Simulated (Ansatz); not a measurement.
## Run report: ZnS, geometry relaxation

ZnS (F-43m, 2 atoms in the cell), computed with DFT PBE, scalar-relativistic, plane waves, PAW, no spin polarisation (Ansatz 0.2.0).

The structure derives from a Materials Project entry.

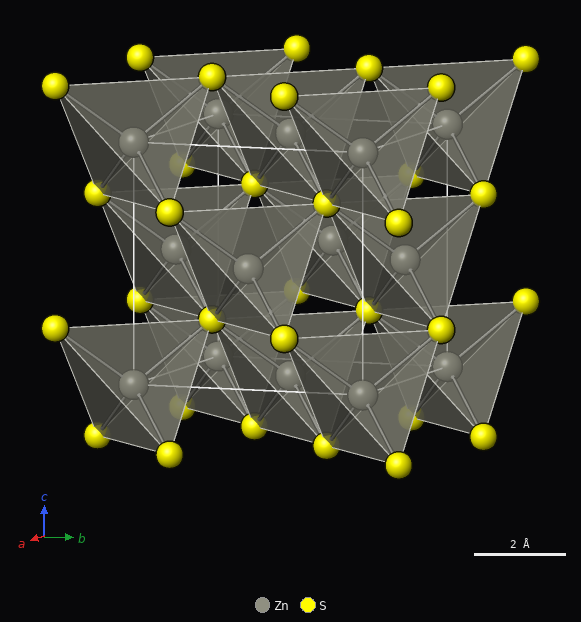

**Figure 1.** The starting structure (polyhedral view of the cell 4 times as large as that of the calculation, set on its symmetry axes, seen slightly off an axis; polyhedra are completed across the faces of the cell). An atom can appear more than once, as a periodic image.

Key numbers:

```json
{"quantity": "outcome", "value": "converged"}
{"quantity": "space group (tolerance 0.01 Å)", "value": "F-43m (216)"}
{"quantity": "electrons treated", "value": "18"}
{"quantity": "free energy", "value": "−4222.7344 eV"}
{"quantity": "Fermi energy", "value": "6.523 eV"}
{"quantity": "gap on the k-point mesh", "value": "2.02 eV"}
{"quantity": "pressure", "value": "0.05 GPa"}
{"quantity": "final volume", "value": "40.30 Å³"}
{"quantity": "largest force (length of the vector) at the end", "value": "under 0.001 eV/Å"}
{"quantity": "final cell", "value": "a = 3.848 Å, b = 3.848 Å, c = 3.848 Å, α = 60.00°, β = 60.00°, γ = 60.00°"}
{"quantity": "hardware", "value": "4 threads of Arm Neoverse V1, 24 GiB of memory available, shared host"}
{"quantity": "wall time", "value": "3.8 s (CPU time 14 s)"}
{"quantity": "peak memory", "value": "0.35 GiB"}
```

Input:
```yaml
crystal:
  lattice:
    - [0.0, 2.6936828773, 2.6936828773]
    - [2.6936828773, 0.0, 2.6936828773]
    - [2.6936828773, 2.6936828773, 0.0]
  atoms:
    - { symbol: Zn, position: [0.0, 0.0, 0.0] }
    - { symbol: S, position: [0.25, 0.25, 0.25] }
basis:
  ecutwfc: 420
kpoints:
  mp_grid: { grid: [10, 10, 10] }
hamiltonian:
  xc: pbe
scf:
  occupations: { method: gaussian, width: 0.02 }
output:
  forces: true
  stress: true
  eigenvalues: true
  write_density: true
  write_potential: true
  elf: true
  volumetric_format: npy
relax:
  adjacent_minimum: "off"
  f_tol: 0.005
  max_steps: 80
  cell: { stress_tol: 0.05 }
```

Command:
```bash
ansatz run input.yaml --threads 4 --pin off --max-ram 10240MiB --backend cpu --events-out ev --progress --plain --runs-dir out
```

What the program printed:
```
Engine: ansatz 0.2.0, aarch64-unknown-linux-gnu
Pseudopotentials: kind: paw
Pseudopotential: Zn, paw, valence charge 12, recommended cutoff 420 eV (normal), Zn.paw.azcp
Pseudopotential: S, paw, valence charge 6, recommended cutoff 420 eV (normal), S.paw.azcp
Functional definition: PBE
  parameter kappa = 0.804
  parameter beta = 0.06672455060314922
  exchange = pbe_x(kappa = kappa, mu = beta*pi^2/3)
  correlation = pbe_c(beta = beta)
Crystal: 2 atoms, lattice volume = 39.090 Å³
Basis set: ecut = 420 eV, 749 PW (Γ), exchange–correlation on 54×54×54 points (8 copies of the dense FFT grid, shifted against one another)
Bands: 13, of which v1, the nominal top of the filled ones, is band 9 counted from 1 (8 counted from 0)
Symmetry: 24 space group operations
Space group: F-43m (ITA 216), of the structure as read, at distance tolerance 3.4e-5 Å
k-points: 47 of 1000 (time reversal used)
Non-local potential: Zn, projectors of the file, l = 0: 2, l = 1: 2, l = 2: 3, l = 3: 1
Non-local potential: S, projectors of the file, l = 0: 2, l = 1: 2, l = 2: 2
PAW form: soft (Blöchl's): semilocal exchange-correlation on the pseudo side does not see the compensation charge
PAW one-centre angular grid: Zn, 590 points (default); XC on 64 Gauss nodes
PAW one-centre angular grid: S, 110 points (default); XC on 64 Gauss nodes
Initial density: superposition of atomic densities (neutral atoms: chi_scale 0, normalization atom), corrected by the library's trained network
Initial wavefunctions: pseudopotential atomic-orbital guess
Functional: x = pbe(κ = 0.804, μ = 0.2195149727645171), c = pbe(β = 0.06672455060314922)
SCF iter   1: F=—  HF=-4222.725482 eV  |F-HF|=—  |Δ(HF+E_count)|=         —  Δρ=6.00e-4  dr2=1.80e-4  ethr=1.77e-3  ⟨swp⟩=5.8  Hψ=3699  notcnv=0
preconditioner: auto → none  [insulator: Δε(μ)=2.142 eV  Ē_g=12.247 eV  σ=0.020 eV  W_gap=1.00  n_scr=14 (ndim 8)  ℏωp=25.2 eV  f_vac=0.025  D(μ)=0.00/eV (n_scr^D=0)  ε∞_Penn≈5.2]
SCF iter   2: F=—  HF=-4222.725694 eV  |F-HF|=—  |Δ(HF+E_count)|=   2.12e-4  Δρ=5.26e-4  dr2=5.00e-5  ethr=9.98e-7  ⟨swp⟩=2.5  Hψ=1560  notcnv=0
SCF iter   3: F=—  HF=-4222.725721 eV  |F-HF|=—  |Δ(HF+E_count)|=   2.76e-5  Δρ=1.51e-4  dr2=6.38e-6  ethr=2.78e-7  ⟨swp⟩=2.0  Hψ=984  notcnv=0
SCF iter   4: F=—  HF=-4222.725731 eV  |F-HF|=—  |Δ(HF+E_count)|=   9.30e-6  Δρ=6.94e-5  dr2=9.56e-7  ethr=3.55e-8  ⟨swp⟩=2.0  Hψ=987  notcnv=0
SCF iter   5: F=—  HF=-4222.725734 eV  |F-HF|=—  |Δ(HF+E_count)|=   3.04e-6  Δρ=3.24e-5  dr2=2.69e-7  ethr=5.31e-9  ⟨swp⟩=2.0  Hψ=1034  notcnv=0
SCF iter   6: F=-4222.725734 eV  HF=-4222.725734 eV  |F-HF|=8.43e-9  |Δ(HF+E_count)|=   4.72e-7  Δρ=3.64e-6  dr2=2.30e-9  ethr=5.56e-10  ⟨swp⟩=9.1  Hψ=4576  notcnv=0
SCF 1 converged in 6 iterations: F = -4222.725734 eV  dr2 = 2.30e-9
  greatest PAW one-centre occupation: 0.983 electrons in one spin orbital (limit 2), on the Zn atom at site 0 (counted from 0), in its partial waves of l = 2
relax step   1: F+E_penalty+E_count = -4222.72573426 eV  Δ(F+E_penalty+E_count) = +0.000e0 eV  max|allowed force component| = 1.850e-16 eV/Å  Δτ_max = 0.0000 Å  P = +2.319 GPa  Ω = 39.090 Å³  (6 SCF iters, dr2 threshold 1.00e-7 eV, accepted)
Crystal: 2 atoms, lattice volume = 39.778 Å³
Initial density: handed on by an earlier stage of this run
Initial wavefunctions: those handed on with the density
iter 1 solved again at ethr=1.41e-6 eV; its pass at ethr=3.10e-3 eV (dr2=2.55e-4 eV) is discarded
SCF iter   1: F=—  HF=-4222.732508 eV  |F-HF|=—  |Δ(HF+E_count)|=         —  Δρ=7.95e-4  dr2=2.33e-4  ethr=1.41e-6  ⟨swp⟩=2.0  Hψ=4587  notcnv=0
preconditioner: auto → none  [insulator: Δε(μ)=2.073 eV  Ē_g=12.162 eV  σ=0.020 eV  W_gap=1.00  n_scr=14 (ndim 8)  ℏωp=25.0 eV  f_vac=0.029  D(μ)=0.00/eV (n_scr^D=0)  ε∞_Penn≈5.2]
SCF iter   2: F=—  HF=-4222.732475 eV  |F-HF|=—  |Δ(HF+E_count)|=   3.32e-5  Δρ=2.74e-4  dr2=3.22e-5  ethr=1.30e-6  ⟨swp⟩=3.0  Hψ=1032  notcnv=0
SCF iter   3: F=—  HF=-4222.732488 eV  |F-HF|=—  |Δ(HF+E_count)|=   1.35e-5  Δρ=2.65e-4  dr2=1.48e-5  ethr=1.79e-7  ⟨swp⟩=2.0  Hψ=987  notcnv=0
SCF iter   4: F=—  HF=-4222.732486 eV  |F-HF|=—  |Δ(HF+E_count)|=   1.99e-6  Δρ=3.20e-5  dr2=3.49e-7  ethr=8.22e-8  ⟨swp⟩=2.0  Hψ=963  notcnv=0
SCF iter   5: F=-4222.732486 eV  HF=-4222.732486 eV  |F-HF|=2.38e-8  |Δ(HF+E_count)|=   6.51e-8  Δρ=1.22e-5  dr2=3.53e-8  ethr=1.11e-9  ⟨swp⟩=9.9  Hψ=4748  notcnv=0
SCF 2 converged in 5 iterations: F = -4222.732486 eV  dr2 = 3.53e-8
  Residual-converged pass: ⟨swp⟩=1.0  Hψ=799  notcnv=0  max |occ|·‖R‖ = 7.0e-9 eV (tolerance 1.0e-8 eV)  dr2=3.53e-8  dr2_onsite=1.12e-8  max |Δocc| = 0.0e0
relax step   2: F+E_penalty+E_count = -4222.73248638 eV  Δ(F+E_penalty+E_count) = -6.752e-3 eV  max|allowed force component| = 7.401e-17 eV/Å  Δτ_max = 0.0000 Å  P = +0.982 GPa  Ω = 39.778 Å³  energy of the carried Pulay correction = -2.885e-4 eV  (5 SCF iters, dr2 threshold 2.00e-7 eV, accepted)
Crystal: 2 atoms, lattice volume = 40.299 Å³
iter 1 solved again at ethr=9.88e-7 eV; its pass at ethr=3.10e-3 eV (dr2=1.78e-4 eV) is discarded
SCF iter   1: F=—  HF=-4222.733933 eV  |F-HF|=—  |Δ(HF+E_count)|=         —  Δρ=5.64e-4  dr2=1.21e-4  ethr=9.88e-7  ⟨swp⟩=2.0  Hψ=4396  notcnv=0
preconditioner: auto → none  [insulator: Δε(μ)=2.017 eV  Ē_g=12.099 eV  σ=0.020 eV  W_gap=1.00  n_scr=14 (ndim 8)  ℏωp=24.8 eV  f_vac=0.030  D(μ)=0.00/eV (n_scr^D=0)  ε∞_Penn≈5.2]
SCF iter   2: F=—  HF=-4222.733930 eV  |F-HF|=—  |Δ(HF+E_count)|=   3.58e-6  Δρ=2.04e-4  dr2=1.70e-5  ethr=6.72e-7  ⟨swp⟩=3.0  Hψ=1022  notcnv=0
SCF iter   3: F=—  HF=-4222.733933 eV  |F-HF|=—  |Δ(HF+E_count)|=   2.74e-6  Δρ=1.89e-4  dr2=8.18e-6  ethr=9.42e-8  ⟨swp⟩=2.0  Hψ=987  notcnv=0
SCF iter   4: F=—  HF=-4222.733931 eV  |F-HF|=—  |Δ(HF+E_count)|=   1.39e-6  Δρ=2.39e-5  dr2=1.75e-7  ethr=1.11e-9  ⟨swp⟩=7.2  Hψ=4388  notcnv=0
SCF iter   5: F=-4222.733931 eV  HF=-4222.733931 eV  |F-HF|=1.52e-8  |Δ(HF+E_count)|=   3.85e-8  Δρ=8.97e-6  dr2=1.95e-8  ethr=9.73e-10  ⟨swp⟩=9.8  Hψ=4645  notcnv=0
SCF 3 converged in 5 iterations: F = -4222.733931 eV  dr2 = 1.95e-8
relax step   3: F+E_penalty+E_count = -4222.73393121 eV  Δ(F+E_penalty+E_count) = -1.445e-3 eV  max|allowed force component| = 5.320e-17 eV/Å  Δτ_max = 0.0000 Å  P = +0.050 GPa  Ω = 40.299 Å³  energy of the carried Pulay correction = -5.037e-4 eV  (5 SCF iters, dr2 threshold 2.00e-7 eV, accepted)
Initial wavefunctions: pseudopotential atomic-orbital guess (no wavefunctions were taken with the density)
iter 1 solved again at ethr=2.06e-7 eV; its pass at ethr=3.10e-3 eV (dr2=3.70e-5 eV) is discarded
SCF iter   1: F=—  HF=-4222.734071 eV  |F-HF|=—  |Δ(HF+E_count)|=         —  Δρ=1.74e-4  dr2=5.34e-7  ethr=2.06e-7  ⟨swp⟩=3.0  Hψ=5301  notcnv=0
preconditioner: auto → none  [insulator: Δε(μ)=2.018 eV  Ē_g=12.098 eV  σ=0.020 eV  W_gap=1.00  n_scr=14 (ndim 8)  ℏωp=24.8 eV  f_vac=0.029  D(μ)=0.00/eV (n_scr^D=0)  ε∞_Penn≈5.2]
SCF iter   2: F=—  HF=-4222.734339 eV  |F-HF|=—  |Δ(HF+E_count)|=   2.68e-4  Δρ=1.03e-4  dr2=7.73e-7  ethr=2.97e-9  ⟨swp⟩=2.0  Hψ=1022  notcnv=0
SCF iter   3: F=—  HF=-4222.734413 eV  |F-HF|=—  |Δ(HF+E_count)|=   7.43e-5  Δρ=3.63e-5  dr2=1.67e-7  ethr=2.97e-9  ⟨swp⟩=2.0  Hψ=989  notcnv=0
SCF iter   4: F=—  HF=-4222.734423 eV  |F-HF|=—  |Δ(HF+E_count)|=   9.68e-6  Δρ=6.12e-6  dr2=1.97e-9  ethr=9.29e-10  ⟨swp⟩=2.0  Hψ=987  notcnv=0
SCF iter   5: F=—  HF=-4222.734423 eV  |F-HF|=—  |Δ(HF+E_count)|=   3.35e-7  Δρ=7.25e-7  dr2=5.52e-11  ethr=1.10e-11  ⟨swp⟩=2.6  Hψ=1065  notcnv=0
SCF iter   6: F=-4222.734423 eV  HF=-4222.734423 eV  |F-HF|=1.09e-11  |Δ(HF+E_count)|=   4.38e-9  Δρ=9.18e-8  dr2=3.25e-12  ethr=1.00e-12  ⟨swp⟩=5.6  Hψ=2556  notcnv=0
SCF 4 converged in 6 iterations: F = -4222.734423 eV  dr2 = 3.25e-12
relax step   4: F+E_penalty+E_count = -4222.73442299 eV  Δ(F+E_penalty+E_count) = -4.918e-4 eV  max|allowed force component| = 1.041e-16 eV/Å  Δτ_max = 0.0000 Å  P = +0.049 GPa  Ω = 40.299 Å³  stress off target by 4.93e-2 GPa  SCF on the basis re-selected at this cell (its energy is not comparable with the rows above)  (6 SCF iters)
```

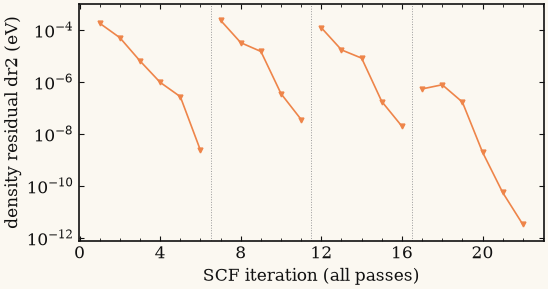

**Figure 2.** Convergence of the self-consistent field: density residual dr2 against the SCF iteration. The dotted lines part the SCF passes of the relaxation: geometry steps, rejected trials and re-solves on a re-selected basis. The passes take 6, 5, 5 and 6 iterations.

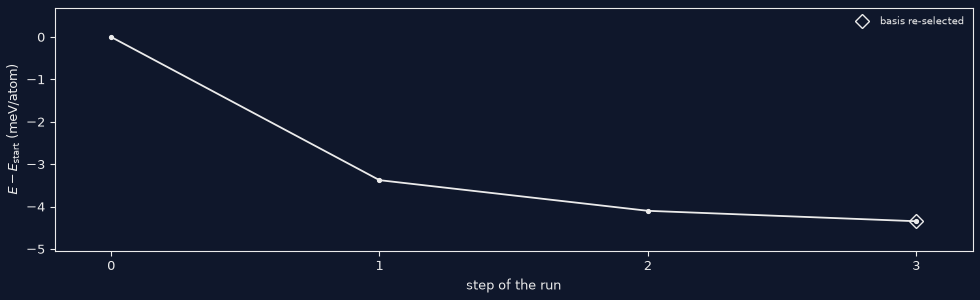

**Figure 3.** Progress of the relaxation, step by step (the first geometry is step 0 here and step 1 in the log).

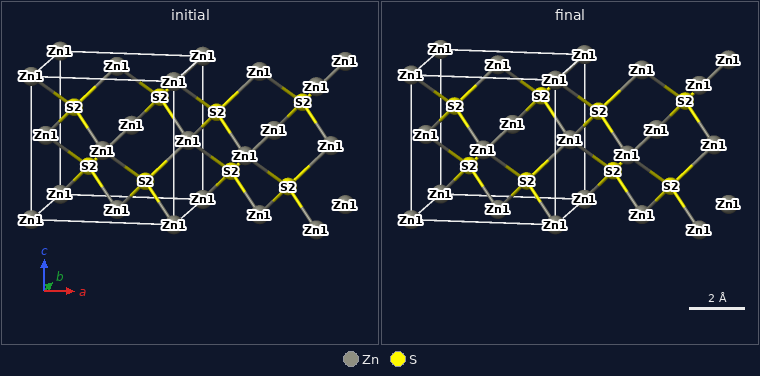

**Figure 4.** Before (left) and after (right) the relaxation, at one scale (ball-and-stick view of the cell 4 times as large as that of the calculation, set on its symmetry axes, repeated 2 × 1 × 1, seen slightly off an axis). After 2 geometry steps the energy has fallen by 4.1 meV per atom. All forces vanish by symmetry, so only the cell relaxes. The pressure goes from 2.32 to 0.05 GPa. No atom moves by more than 0.005 Å relative to the cell. The volume changes by +3.1 %, with a = b = c 5.387 → 5.442 Å (+1.0 %). Distances before and after: Zn1–S2 2.333 → 2.357 Å. The space group stays F-43m (No. 216). A last SCF at the same geometry on a re-selected plane-wave basis shifts the energy by −0.2 meV per atom. (Atoms are counted from 1 in the order of the input.)

```
basis re-selected at this cell: Δ(F+E_penalty+E_count) = -4.918e-4 eV, ΔP = -0.000 GPa vs the last step (what re-selecting the basis moved, of the pressure what is left beyond the Pulay correction that the steps carried, after the strain that the cell walked since its last selection, with what the two solves' SCF thresholds leave and, on support functions, any second-order correction that the steps lacked; it is no measure of the basis error at this ecutwfc). This SCF's stress stands 4.93e-2 GPa from its target on what of the cell is left free (relax.cell.stress_tol is 5.00e-2 GPa) and its largest allowed force component is 1.04e-16 eV/Å (relax.f_tol is 5.00e-3 eV/Å): within both
SCF converged after 6 iterations
Free energy (F): -4222.734423 eV
Harris-Foulkes:  -4222.734423 eV  (|F-HF|=1.09e-11)
Internal energy: -4222.734423 eV  (E = F + TS)
E sigma→0 (E₀):  -4222.734423 eV
Fermi energy:    6.523392 eV
--- Per-component energies (eV) ---
  E_band       = 1.460766
  E_kinetic    = 237.813062
  E_local      = -2054.719717  (includes V_loc(G=0)·N_el)
  E_nonlocal   = 642.901465
  E_hartree    = 858.692608
  E_xc         = -234.120313
  E_vxc        = -139.176972  (∫ρ·V_xc dr)
  E_paw        = -2428.744500  (= ΣΔE_a)
  E_vpaw       = -402.741975  (= ΣTr[D̂ρ^β])
  E_aug_tail   = -0.000348  (compensation charges beyond the density's cutoff)
  E_ewald      = -1244.556680
  E_smearing   = -0.000000  (= −TS)
  E_closure    = 0.000000  (closes the sum)
  Σ components = -4222.734423   (vs F -4222.734423, Δ=0.00e0)
--- Forces (eV/Å), atoms counted from 1 ---
  atom   1  Zn     0.00000000    -0.00000000    -0.00000000
  atom   2  S     -0.00000000     0.00000000     0.00000000
  max |Σ_I F_I| component: 3.70e-17 eV/Å
--- Stress (GPa, compression-positive) ---
        0.049304      -0.000000      -0.000000
       -0.000000       0.049304       0.000000
       -0.000000       0.000000       0.049304
  P = ⅓ Tr σ = 0.0493 GPa (0.493 kbar)
--- Band table (eV; the first three rows and the last of 47) ---
  k-point 0: bands = ["-7.4829", "-0.7397", "-0.7397", "-0.7397", "-0.2644", "-0.2644", "5.5143", "5.5143", "5.5143", "7.5323", "11.8986", "11.8986", "11.8986"]
  k-point 1: bands = ["-7.4101", "-0.7387", "-0.7265", "-0.7265", "-0.2656", "-0.2656", "4.7320", "5.4207", "5.4207", "8.1453", "11.8022", "12.0636", "12.0636"]
  k-point 2: bands = ["-7.2093", "-0.7181", "-0.6939", "-0.6939", "-0.2656", "-0.2656", "3.4020", "5.1931", "5.1931", "8.8097", "12.0028", "12.3938", "12.3938"]
  k-point 46: bands = ["-6.2892", "-0.6199", "-0.4671", "-0.3508", "-0.2654", "0.0984", "1.0283", "2.9124", "2.9264", "10.8240", "11.1630", "13.8052", "14.0391"]
--- Relaxed structure (3 steps of the walk, 3 accepted, 1 SCFs on fresh bases) ---
  F+E_penalty+E_count = -4222.73442299 eV   max|allowed force component| = 1.041e-16 eV/Å   (the final SCF, on the basis selected at the relaxed cell)
  cell:  # Å, volume = 40.2986 Å³
    - [1.9107645123358462e-33, 2.7211543734382966, 2.7211543734382966]
    - [2.7211543734382966, 1.2993198683883751e-33, 2.7211543734382966]
    - [2.7211543734382966, 2.7211543734382966, 7.643058049343386e-34]
  atoms:
    - { symbol: Zn, position: [-2.770548306703801e-34, 3.7238552509459692e-34, 2.949293358749207e-34] }
    - { symbol: S, position: [0.25, 0.25, 0.25] }
```

Trajectory as extended XYZ (Å, eV, eV/Å), 4 frames, from step=1 to step=4:
```
2
Lattice="0.0000 2.6937 2.6937 2.6937 0.0000 2.6937 2.6937 2.6937 0.0000" Properties=species:S:1:pos:R:3:forces:R:3 step=1 energy=-4222.72573 pressure_GPa=2.32
Zn    0.0000    0.0000    0.0000    0.0000   0.0000   0.0000
S     1.3468    1.3468    1.3468    0.0000   0.0000   0.0000
2
Lattice="0.0000 2.7094 2.7094 2.7094 0.0000 2.7094 2.7094 2.7094 0.0000" Properties=species:S:1:pos:R:3:forces:R:3 step=2 energy=-4222.73249 pressure_GPa=0.98
Zn    0.0000    0.0000    0.0000    0.0000   0.0000   0.0000
S     1.3547    1.3547    1.3547    0.0000   0.0000   0.0000
2
Lattice="0.0000 2.7212 2.7212 2.7212 0.0000 2.7212 2.7212 2.7212 0.0000" Properties=species:S:1:pos:R:3:forces:R:3 step=3 energy=-4222.73393 pressure_GPa=0.05
Zn    0.0000    0.0000    0.0000    0.0000   0.0000   0.0000
S     1.3606    1.3606    1.3606    0.0000   0.0000   0.0000
2
Lattice="0.0000 2.7212 2.7212 2.7212 0.0000 2.7212 2.7212 2.7212 0.0000" Properties=species:S:1:pos:R:3:forces:R:3 step=4 energy=-4222.73442 pressure_GPa=0.05
Zn    0.0000    0.0000    0.0000    0.0000   0.0000   0.0000
S     1.3606    1.3606    1.3606    0.0000   0.0000   0.0000
```

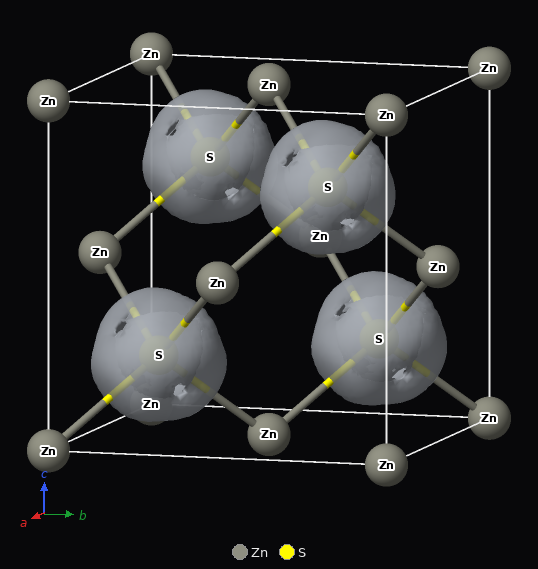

**Figure 5.** Isosurface of the ELF at 0.8 (grey), seen slightly off an axis. Only the valence region is drawn (cores and ρ < 0.01 e/Å³ removed). Sticks mark near contacts. The outline is the cell set on symmetry axes. Profiles from the grid: Zn–S (2.36 Å): the ELF is about 0.55 at the midpoint. Core electrons are frozen (PAW), so the fields are smoothed inside the atomic spheres.

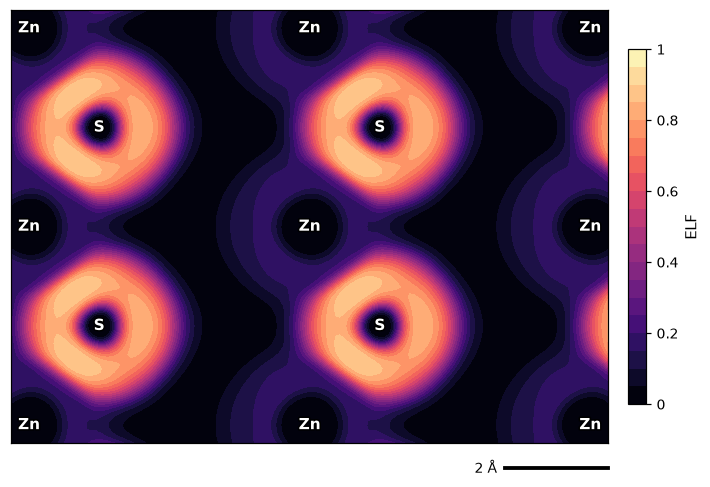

**Figure 6.** ELF on the (101) plane of the conventional cell. Zn–S (2.36 Å): the ELF is about 0.55 at the midpoint.
